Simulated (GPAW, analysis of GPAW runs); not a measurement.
**F centre in LiF: hyperfine coupling, RPBE (GPAW)**

Aim: the hyperfine coupling of the F centre in LiF, to be set beside the measurement. Set-up: RPBE, plane waves 500 eV, 64-site cell, RPBE lattice, k: the zone centre alone then 2x2x2 shifted. The model is a cell of 64 host atoms with 1 F taken out. The isotropic coupling follows from the spin density at the nucleus, the nuclear g-factor and the total spin.

What was measured. 7Li, shell I: 39.06 MHz, by ENDOR (quoted in “F center in LiF: A quantum mechanical ab initio investigation of the hyperfine interaction between the unpaired electron at the vacancy and its first seven neighbors”, 2001, G. Mallia et al., quoting earlier work (1968)). 19F, shell II: 105.9 MHz, by ENDOR (quoted in “F center in LiF: A quantum mechanical ab initio investigation of the hyperfine interaction between the unpaired electron at the vacancy and its first seven neighbors”, 2001, G. Mallia et al., quoting earlier work (1968)). 7Li, shell III: 0.5 MHz, by ENDOR (quoted in “F center in LiF: A quantum mechanical ab initio investigation of the hyperfine interaction between the unpaired electron at the vacancy and its first seven neighbors”, 2001, G. Mallia et al., quoting earlier work (1968)). 19F, shell IV: 0.48 MHz, by ENDOR (quoted in “F center in LiF: A quantum mechanical ab initio investigation of the hyperfine interaction between the unpaired electron at the vacancy and its first seven neighbors”, 2001, G. Mallia et al., quoting earlier work (1968)). The calculation is set beside it at the end.

Calculated with GPAW 26.7.0; GPAW plane-wave PAW DFT, RPBE; relaxation of all atoms of a defect supercell.

## Step 1: The structure

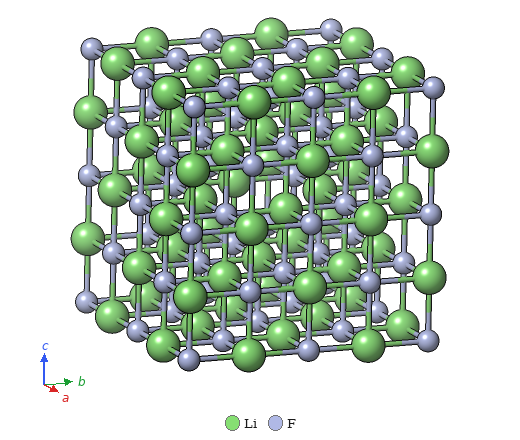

The starting structure, seen slightly off an axis (lithium green, fluorine light blue). Some periodic images of atoms are drawn too.

The cell holds 63 atoms: 32 Li and 31 F. Cell: a = 8.324 Å, b = 8.324 Å, c = 8.324 Å, α = 90.0°, β = 90.0°, γ = 90.0°. It derives from LiF (space group Fm-3m). Nearest the centre at fractional (0.250, 0.500, 0.500): Li12 at 2.08 Å, Li25 at 2.08 Å, Li19 at 2.08 Å, Li27 at 2.08 Å, Li56 at 2.08 Å, Li28 at 2.08 Å, F21 at 2.94 Å, F31 at 2.94 Å.

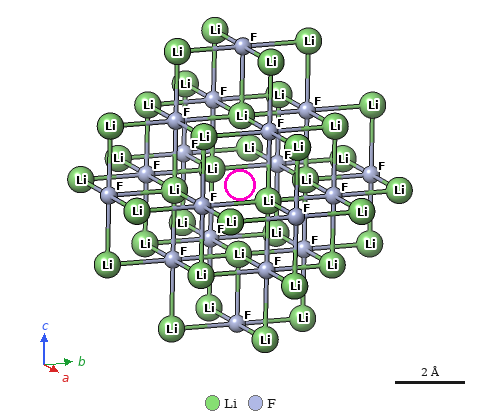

The atoms within 5 Å of the centre. A ring marks the centre wherever it is empty.

The host's primitive cell comes from a first run (GPAW plane-wave PAW DFT, RPBE; relaxation of cell and atoms of a defect-free cell): vectors of 2.943, 2.943 and 2.943 Å. That is 9.01 Å³ an atom, 10.3 % over the diffraction cell's volume. The supercell is built on it.

## Step 2: Relaxation, charge 0

Every later number rests on the structure around the defect, so the atoms are relaxed at the host's lattice first.

run.py reads:

```python
import numpy as np
from ase.io import read, write
from ase.parallel import parprint, world
from gpaw import GPAW, PW
from ase.optimize import BFGS

atoms = read('POSCAR')
magmoms = np.zeros(len(atoms))
magmoms[[11, 24, 18, 26]] = 1 / 4
atoms.set_initial_magnetic_moments(magmoms)
calc = GPAW(mode=PW(500),
            xc='RPBE',
            kpts={'size': (1, 1, 1), 'gamma': True},
            occupations={'name': 'fermi-dirac', 'width': 0.01, 'fixmagmom': True},
            nbands=133,
            convergence={'density': 1e-05, 'forces': 0.001},
            maxiter=150,
            symmetry='off',
            txt='gpaw.txt')
atoms.calc = calc
opt = BFGS(atoms, trajectory='relax.traj', logfile='-')
done = opt.run(fmax=0.02, steps=80)
parprint('Converged:', done)
energy = atoms.get_potential_energy()
forces = atoms.get_forces()
parprint(f'Energy: {energy:.6f} eV, largest force {np.linalg.norm(forces, axis=1).max():.4f} eV/A')
calc.write('gs.gpw')
write('final.xyz', atoms)
parprint('Moments:', atoms.get_magnetic_moments().round(3))
for s in range(calc.get_number_of_spins()):
    parprint('Levels (eV), spin', s, calc.get_eigenvalues(kpt=0, spin=s)[-16:].round(3))
```

POSCAR reads:

```
Li F  Li F  Li F  Li F  Li F  Li F  Li F  Li F 
 1.0000000000000000
     8.3240049660772542    0.0000000000000018   -0.0000000000000218
    -0.0000000000000018    8.3240049660772648   -0.0000000000000272
    -0.0000000000000018   -0.0000000000000053    8.3240049660772435
 Li  F   Li  F   Li  F   Li  F   Li  F   Li  F   Li  F   Li  F  
   4   4   4   4   4   4   4   3   4   4   4   4   4   4   4   4
Direct
  0.0000000000000000  0.0000000000000000  0.0000000000000000
  0.0000000000000000  0.2500000000000000  0.2500000000000000
  0.2500000000000000  0.0000000000000000  0.2500000000000000
  0.2500000000000000  0.2500000000000000  0.0000000000000000
 -0.0000000001825218 -0.0000000001825222  0.2499999998174799
 -0.0000000001825218  0.2499999998174778 -0.0000000001825201
  0.2499999998174782 -0.0000000001825222 -0.0000000001825201
  0.2499999998174782  0.2499999998174778  0.2499999998174799
  0.0000000000000000  0.0000000000000000  0.5000000000000000
  0.0000000000000000  0.2500000000000000  0.7500000000000000
  0.2500000000000000  0.0000000000000000  0.7500000000000000
  0.2500000000000000  0.2500000000000000  0.5000000000000000
 -0.0000000001825218 -0.0000000001825222  0.7499999998174799
 -0.0000000001825218  0.2499999998174778  0.4999999998174800
  0.2499999998174782 -0.0000000001825222  0.4999999998174799
  0.2499999998174782  0.2499999998174778  0.7499999998174799
  0.0000000000000000  0.5000000000000000 -0.0000000000000000
  0.0000000000000000  0.7500000000000001  0.2500000000000000
  0.2500000000000000  0.5000000000000000  0.2500000000000000
  0.2500000000000000  0.7500000000000001  0.0000000000000000
 -0.0000000001825218  0.4999999998174778  0.2499999998174799
 -0.0000000001825218  0.7499999998174777 -0.0000000001825201
  0.2499999998174782  0.4999999998174778 -0.0000000001825201
  0.2499999998174782  0.7499999998174778  0.2499999998174799
  0.0000000000000000  0.5000000000000000  0.5000000000000000
 -0.0000000000000000  0.7499999999999999  0.7500000000000000
  0.2500000000000000  0.5000000000000000  0.7500000000000000
  0.2500000000000000  0.7500000000000001  0.5000000000000000
 -0.0000000001825218  0.4999999998174778  0.7499999998174799
 -0.0000000001825218  0.7499999998174777  0.4999999998174799
  0.2499999998174782  0.7499999998174778  0.7499999998174799
  0.5000000000000000  0.0000000000000000  0.0000000000000000
  0.5000000000000000  0.2500000000000000  0.2500000000000000
  0.7500000000000000  0.0000000000000000  0.2500000000000000
  0.7500000000000000  0.2500000000000000  0.0000000000000000
  0.4999999998174782 -0.0000000001825222  0.2499999998174799
  0.4999999998174782  0.2499999998174778 -0.0000000001825201
  0.7499999998174783 -0.0000000001825222 -0.0000000001825201
  0.7499999998174783  0.2499999998174778  0.2499999998174799
  0.5000000000000000  0.0000000000000000  0.5000000000000000
  0.5000000000000000  0.2500000000000000  0.7500000000000000
  0.7500000000000000  0.0000000000000000  0.7500000000000000
  0.7500000000000000  0.2500000000000000  0.5000000000000000
  0.4999999998174782 -0.0000000001825222  0.7499999998174799
  0.4999999998174782  0.2499999998174778  0.4999999998174799
  0.7499999998174783 -0.0000000001825222  0.4999999998174799
  0.7499999998174783  0.2499999998174778  0.7499999998174799
  0.5000000000000000  0.5000000000000000  0.0000000000000000
  0.4999999999999999  0.7499999999999999  0.2500000000000000
  0.7499999999999999  0.5000000000000000  0.2500000000000000
  0.7500000000000000  0.7500000000000000  0.0000000000000000
  0.4999999998174782  0.4999999998174778  0.2499999998174799
  0.4999999998174782  0.7499999998174777 -0.0000000001825201
  0.7499999998174783  0.4999999998174778 -0.0000000001825201
  0.7499999998174783  0.7499999998174778  0.2499999998174799
  0.5000000000000000  0.5000000000000000  0.5000000000000000
  0.5000000000000000  0.7500000000000001  0.7500000000000000
  0.7500000000000001  0.5000000000000002  0.7500000000000000
  0.7500000000000000  0.7500000000000000  0.5000000000000000
  0.4999999998174782  0.4999999998174778  0.7499999998174800
  0.4999999998174782  0.7499999998174777  0.4999999998174799
  0.7499999998174783  0.4999999998174778  0.4999999998174799
  0.7499999998174783  0.7499999998174778  0.7499999998174799
```

Started as:

```console
OMP_NUM_THREADS=1 mpirun -n 4 gpaw python run.py > stdout
```

What it wrote:

```text
__  _  _
 | _ |_)|_||  |
 |__||  | ||/\| - 26.7.0

Input parameters:
  mode=PW(ecut=500.0),
  convergence={'density': 1e-05, 'forces': 0.001},
  kpts=MonkhorstPack(size=(1, 1, 1), gamma=True),
  maxiter=150,
  nbands=133,
  occupations=Occupations(name='fermi-dirac', width=0.01, fixmagmom=True),
  symmetry=Symmetry(point_group=False, time_reversal=False),
  xc=XC(name='RPBE')

Diagonalizing LCAO Hamiltonian
Converting LCAO to pw mode

           Li   F    Li   F
         F     Li   F    Li
        Li F F  LiLi F  F Li
       F    Li   F    Li
         Li         Li   F
        F  LiLi F F  Li LiF
       LiF  F  LiLi F F  Li
        Li   F    Li    F
           F    Li   F    Li
       F Li Li F F  LiLi F
        F    Li   F     Li
       Li   F    Li   F

Atoms  # Å, Bohr magnetons
|    | symbol |         x |         y |         z |    initial magnetic moments |
|----|--------|-----------|-----------|-----------|-----------------------------|
|  0 |     Li |  0.000000 |  0.000000 |  0.000000 | ( 0.0000,  0.0000,  0.0000) |
|  1 |     Li | -0.000000 |  2.081001 |  2.081001 | ( 0.0000,  0.0000,  0.0000) |
|  2 |     Li |  2.081001 | -0.000000 |  2.081001 | ( 0.0000,  0.0000,  0.0000) |
|  3 |     Li |  2.081001 |  2.081001 | -0.000000 | ( 0.0000,  0.0000,  0.0000) |
|  4 |      F | -0.000000 | -0.000000 |  2.081001 | ( 0.0000,  0.0000,  0.0000) |
|  5 |      F | -0.000000 |  2.081001 | -0.000000 | ( 0.0000,  0.0000,  0.0000) |
|  6 |      F |  2.081001 | -0.000000 | -0.000000 | ( 0.0000,  0.0000,  0.0000) |
|  7 |      F |  2.081001 |  2.081001 |  2.081001 | ( 0.0000,  0.0000,  0.0000) |
|  8 |     Li | -0.000000 | -0.000000 |  4.162002 | ( 0.0000,  0.0000,  0.0000) |
|  9 |     Li | -0.000000 |  2.081001 |  6.243004 | ( 0.0000,  0.0000,  0.0000) |
| 10 |     Li |  2.081001 | -0.000000 |  6.243004 | ( 0.0000,  0.0000,  0.0000) |
| 11 |     Li |  2.081001 |  2.081001 |  4.162002 | ( 0.0000,  0.0000,  0.2500) |
| 12 |      F | -0.000000 | -0.000000 |  6.243004 | ( 0.0000,  0.0000,  0.0000) |
| 13 |      F | -0.000000 |  2.081001 |  4.162002 | ( 0.0000,  0.0000,  0.0000) |
| 14 |      F |  2.081001 | -0.000000 |  4.162002 | ( 0.0000,  0.0000,  0.0000) |
| 15 |      F |  2.081001 |  2.081001 |  6.243004 | ( 0.0000,  0.0000,  0.0000) |
| 16 |     Li | -0.000000 |  4.162002 | -0.000000 | ( 0.0000,  0.0000,  0.0000) |
| 17 |     Li | -0.000000 |  6.243004 |  2.081001 | ( 0.0000,  0.0000,  0.0000) |
[...]
| 20 |      F | -0.000000 |  4.162002 |  2.081001 | ( 0.0000,  0.0000,  0.0000) |
| 21 |      F | -0.000000 |  6.243004 | -0.000000 | ( 0.0000,  0.0000,  0.0000) |
[...]
Unit cell  # Å
| periodic |         x |         y |         z |  lengths |    angles |
|----------|-----------|-----------|-----------|----------|-----------|
|      yes |  8.324005 |  0.000000 | -0.000000 | 8.324005 | 90.000000 |
|      yes | -0.000000 |  8.324005 | -0.000000 | 8.324005 | 90.000000 |
|      yes | -0.000000 | -0.000000 |  8.324005 | 8.324005 | 90.000000 |

Number of symmetries: 1
Symmetry operations  # r_c * U_cc + t_c -> r_c
|   | kind |            matrix            |
|---|------|------------------------------|
| 0 |  E   |  1, 0, 0,  0, 1, 0,  0, 0, 1 |

BZ-sampling:
  Number of BZ points: 1
  Number of IBZ points: 1

  Monkhorst-Pack size: [1, 1, 1]
  Monkhorst-Pack shift: [0, 0, 0]

K-points  # in reciprocal-cell coordinates
|   |                                coordinates |     weight |
|---|--------------------------------------------|------------|
| 0 | (  0.00000000,   0.00000000,   0.00000000) | 1.00000000 |

Plane wave coefficients: 7386
Cutoff: 500.0 eV

Spin-components: 2 (collinear spins)
Bands:           133
Projectors:      251
Spin-degeneracy: 1
Datatype:        float64

Density:
  Valence electrons: 249.0
  Components: 2
  Grid points: [45 45 45]
  Charge: 0.0  # |e|

Potential:
  Grid points: [45 45 45]

species:
  Li:
    name:    Lithium
    Z:       3.0
    valence: 1
    core:    2
    charge:  0.0  # [|e|]
    compensation charges:
      type: gauss
      rc: 0.33  # [Å]
      lmax: 2
    cutoffs:
      filter: 1.91  # [Å]
      core: 2.55  # [Å]
    projectors
    | kind |    occ | energy [eV] | rcut [Å] |
    |------|--------|-------------|----------|
    |   2s |  1.000 |      -2.901 |    1.058 |
    |   2p |  0.000 |      -1.114 |    1.058 |
    |    s |        |      24.311 |    1.058 |

    Using partial waves for Li as LCAO basis

  F:
    name:    Fluorine
    Z:       9.0
    valence: 7
    core:    2
    charge:  0.0  # [|e|]
    compensation charges:
      type: gauss
      rc: 0.20  # [Å]
      lmax: 2
    cutoffs:
      filter: 1.14  # [Å]
      core: 0.74  # [Å]
    projectors
    | kind |    occ | energy [eV] | rcut [Å] |
    |------|--------|-------------|----------|
    |   2s |  2.000 |     -29.979 |    0.635 |
    |   2p |  5.000 |     -11.057 |    0.635 |
    |    s |        |      -2.768 |    0.635 |
    |    p |        |      16.154 |    0.635 |
    |    d |        |       0.000 |    0.635 |

    Using partial waves for F as LCAO basis

Reference energy: -90725.077973  # eV

eigensolver:
  PPCG
  Converge bands: occupied
  niter=2

density mixing:
  MSR1-Mixer
[...]
|iter:   5| | -280.858792c| -8.00c| -4.89 |      |  +0.9999|
|iter:   6| | -280.858792c| -8.60c| -5.30c|-2.34 |  +1.0000|
|iter:   7| | -280.858792c| -9.44c| -5.96c|-3.87c|  +1.0000|

Converged in 7 steps
SCF loop duration: 29.558 s (4.223 s/step)
Energy contributions relative to reference atoms: (reference = -90725.077973)

Energy contributions:
  Kinetic:         301.601869
  Coulomb:        -304.826398
  Zero:              7.960208
  External:          0.000000
  Xc:             -285.594472
  Entropy:          -0.000000
  Spinorbit:         0.000000
  ----------------------------
  Free energy:    -280.858792
  Extrapolated:   -280.858792

dipole moment: (-217.648270, 137.728510, 237.219567)  # |e|*Ang

Total magnetic moment: (0.000000, 0.000000, 0.999996)

Local magnetic moments
|        x |        y |        z |
|----------|----------|----------|
[...]
Fermi levels: 6.022, 4.342
Eigenvalues  # (at kpt = [0.000, 0.000, 0.000])
| band index |      eig [eV] | occ [0-1] |      eig [eV] | occ [0-1] |
|------------|---------------|-----------|---------------|-----------|
[...]
|        ... |               |           |               |           |
[...]
Gap: 1.783 eV
Transition (v -> c):
  (s=0, k=0, n=124, [0.00, 0.00, 0.00]) -> (s=1, k=0, n=124, [0.00, 0.00, 0.00])
No difference between direct/indirect transitions

Forces  # eV/Ang
|        x |        y |        z |
|----------|----------|----------|
[...]
Li   F    Li   F
          F    Li   F    Li
        Li F F  LiLi F  F Li
       F    Li   F    Li
         Li         Li   F
        F  LiLi F F  Li LiF
       Li F F  LiLi F F  Li
        Li   F    Li    F
           F    Li   F    Li
       F  LiLi F F  LiLi F
        F    Li   F     Li
       Li   F    Li   F

Atoms  # Å, Bohr magnetons
|    | symbol |         x |         y |         z |    initial magnetic moments |
|----|--------|-----------|-----------|-----------|-----------------------------|
[...]
| 50 |     Li |  6.244866 |  6.244464 | -0.000000 | ( 0.0000,  0.0000,  0.0001) |
[...]
| 54 |      F |  6.245608 |  6.243224 |  2.080781 | ( 0.0000,  0.0000,  0.0001) |
| 55 |     Li |  4.211950 |  4.162003 |  4.162002 | ( 0.0000,  0.0000,  0.0227) |
| 56 |     Li |  4.156548 |  6.239360 |  6.239360 | ( 0.0000,  0.0000,  0.0003) |
| 57 |     Li |  6.244339 |  4.162003 |  6.251595 | ( 0.0000,  0.0000,  0.0005) |
| 58 |     Li |  6.244339 |  6.251595 |  4.162002 | ( 0.0000,  0.0000,  0.0005) |
| 59 |      F |  4.167483 |  4.162002 |  6.251813 | ( 0.0000,  0.0000,  0.0067) |
| 60 |      F |  4.167482 |  6.251813 |  4.162002 | ( 0.0000,  0.0000,  0.0067) |
| 61 |      F |  6.241025 |  4.162003 |  4.162002 | ( 0.0000,  0.0000,  0.0002) |
| 62 |      F |  6.245608 |  6.243224 |  6.243224 | ( 0.0000,  0.0000,  0.0001) |

Unit cell  # Å
| periodic |         x |         y |         z |  lengths |    angles |
|----------|-----------|-----------|-----------|----------|-----------|
|      yes |  8.324005 |  0.000000 | -0.000000 | 8.324005 | 90.000000 |
|      yes | -0.000000 |  8.324005 | -0.000000 | 8.324005 | 90.000000 |
|      yes | -0.000000 | -0.000000 |  8.324005 | 8.324005 | 90.000000 |

Initialization done in: 2.676 s

convergence criteria:
- Maximum integral of absolute [dens]ity change: 1e-05 electrons / valence electron
- Maximum change in the atomic [forces] across last 2 cycles: 0.001 eV/Ang OR
Maximum error relative to the maximum force is below inf
- Maximum [total energy] change in last 3 cyles: 0.0005 eV / valence electron
- Maximum integral of absolute [eigenst]ate change: 4e-08 eV^2 / valence electron
maximum number of iterations: 150

SCF iterations
|iter     | |      energy | eigst |  dens |force |  magmom |
|---------|-|-------------|-------|-------|------|---------|
|iter:   1| | -280.869461c| -3.44 |       |      |  +0.9830|
|iter:   2| | -280.868767c| -5.12 | -2.98 |      |  +0.9839|
|iter:   3| | -280.865327c| -4.97 | -3.03 |      |  +0.9894|
|iter:   4| | -280.864586c| -5.14 | -3.33 |      |  +0.9962|
|iter:   5| | -280.864595c| -6.72 | -3.82 |      |  +0.9985|
|iter:   6| | -280.864599c| -7.61c| -4.21 |      |  +0.9999|
|iter:   7| | -280.864600c| -7.87c| -4.92 |      |  +0.9999|
|iter:   8| | -280.864600c| -8.37c| -5.18c|-1.28 |  +1.0000|
|iter:   9| | -280.864600c| -9.07c| -5.68c|-4.01c|  +1.0000|

Converged in 9 steps
SCF loop duration: 35.822 s (3.980 s/step)
Energy contributions relative to reference atoms: (reference = -90725.077973)

Energy contributions:
  Kinetic:         302.011572
  Coulomb:        -305.152447
  Zero:              7.958673
  External:          0.000000
  Xc:             -285.682398
  Entropy:          -0.000000
  Spinorbit:         0.000000
  ----------------------------
  Free energy:    -280.864600
  Extrapolated:   -280.864600

dipole moment: (-10.443027, 227.657882, 237.216555)  # |e|*Ang

Total magnetic moment: (0.000000, 0.000000, 1.000004)

Local magnetic moments
|        x |        y |        z |
|----------|----------|----------|
[...]
Fermi levels: 6.022, 4.342
Eigenvalues  # (at kpt = [0.000, 0.000, 0.000])
| band index |      eig [eV] | occ [0-1] |      eig [eV] | occ [0-1] |
|------------|---------------|-----------|---------------|-----------|
[...]
|        ... |               |           |               |           |
[...]
|        128 |         8.745 |     0.000 |         9.206 |     0.000 |
|        129 |         9.341 |     0.000 |         9.366 |     0.000 |
|        130 |         9.437 |     0.000 |         9.444 |     0.000 |
|        131 |         9.594 |     0.000 |         9.598 |     0.000 |
|        132 |         9.595 |     0.000 |         9.598 |     0.000 |

Gap: 1.765 eV
Transition (v -> c):
  (s=0, k=0, n=124, [0.00, 0.00, 0.00]) -> (s=1, k=0, n=124, [0.00, 0.00, 0.00])
No difference between direct/indirect transitions

Forces  # eV/Ang
|        x |        y |        z |
|----------|----------|----------|
[...]
| -0.00046 |  0.01705 | -0.00000 |  # Li  58
| -0.00023 |  0.00000 |  0.00059 |  # F   59
| -0.00023 |  0.00059 |  0.00000 |  # F   60
|  0.00245 | -0.00000 |  0.00000 |  # F   61
|  0.00182 |  0.00552 |  0.00552 |  # F   62

# Writing to gs.gpw (mode='')
```

It took 3.2 min on 4 MPI ranks of Intel Xeon 6975P-C (Granite Rapids), shared host; peak memory 1.6 GiB; 13 min of CPU time.

Relaxation path:

```
step  energy less that of the first step (eV)
   0                                   0.0000
   1                                  -0.0035
   2                                  -0.0234
   3                                  -0.0242
   4                                  -0.0300
```

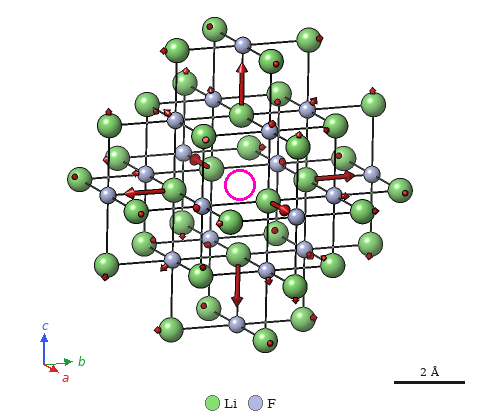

Displacements in the relaxation near the centre, exaggerated; the longest in the cell stands for 0.05 Å. A ring marks the centre wherever it is empty.

The atoms that moved most (Å):

```
atom      dx      dy      dz  length
Li19  -0.001   0.000  -0.053   0.053
Li27  -0.001   0.000   0.053   0.053
Li28  -0.001   0.053   0.000   0.053
Li12  -0.001  -0.053   0.000   0.053
Li25  -0.051   0.000   0.000   0.051
Li56   0.050   0.000   0.000   0.050
 F16  -0.003  -0.008   0.008   0.012
  F8  -0.003  -0.008  -0.008   0.012
```

The atoms nearest to the centre after the run:

```
atom  distance (Å)
Li56         2.131
Li25         2.132
Li12         2.134
Li28         2.134
Li19         2.134
Li27         2.134
 F30         2.952
 F14         2.952
 F21         2.952
 F29         2.952
 F61         2.953
 F52         2.953
 F45         2.953
 F60         2.953
 F24         2.954
 F31         2.954
```

This step gave:

* total moment: 1.000 μB

First to last step the energy falls by 0.030 eV; the largest move, 0.05 Å, is that of Li19 and 3 other atoms alike.

(Part 1 of 2 ends here.)

[Logs are printed without paths, hosts, clocks, repeated set-up lines and the standing remarks that a program may print on its own settings, such as how far it seeks lower states.]

[Hosts, paths, dates, database ids (printed as entryN), source tags and the programs' standing remarks are cut or masked in the printed files.]

[For some hosts the program warned that the k-mesh of the response run may be too coarse for force constants and the static dielectric constant; such warnings are not shown here.]
